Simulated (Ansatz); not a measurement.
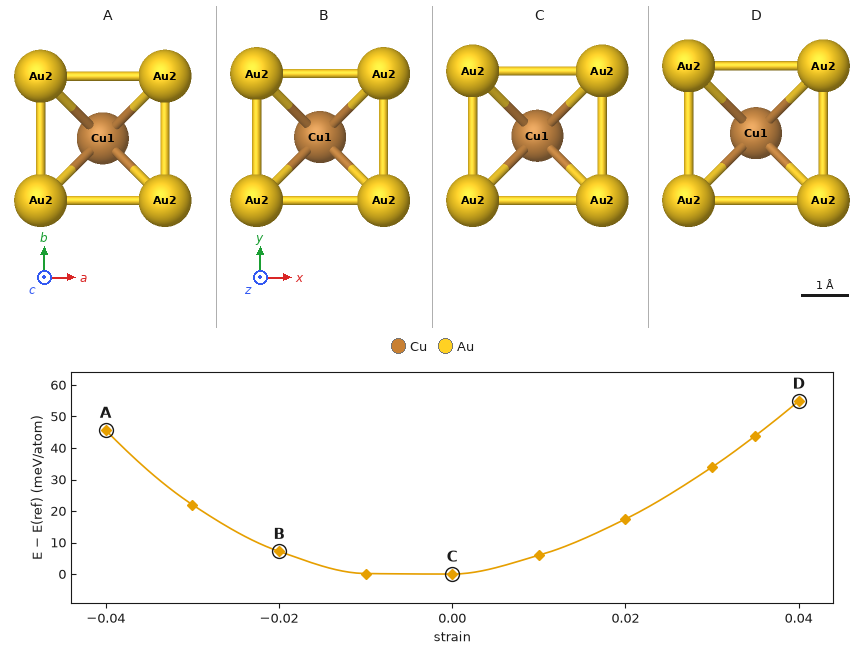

Solid CuAu (P4/mmm): the cell is strained equally along x and y, with the atoms kept at their fractional coordinates. x, y and z are the Cartesian axes of the input. The lettered frames are marked on the plot. Style: ball-and-stick. Shown: the cell of the calculation, along the c axis.

Method: DFT PBEsol, scalar-relativistic, plane waves, PAW (Ansatz). Set-up: plane-wave cutoff 420 eV; k-point mesh 18 × 18 × 14; occupations gaussian; smearing width 0.15 eV; no spin polarisation. Energies (free energies at the smearing named) are counted from the cell as listed in its source, which wasn't relaxed.

Q: Read off the main features of the energy profile.

A: Of the computed points the lowest is at the strain 0.00, 0.0 meV/atom. The unrelaxed reference is under a pressure of −1.9 GPa, which tilts the curve. The distortion keeps the space group P4/mmm. At the strain −0.04 the cell of the drawing goes a 2.800 → 2.688 Å, b 2.800 → 2.688 Å.
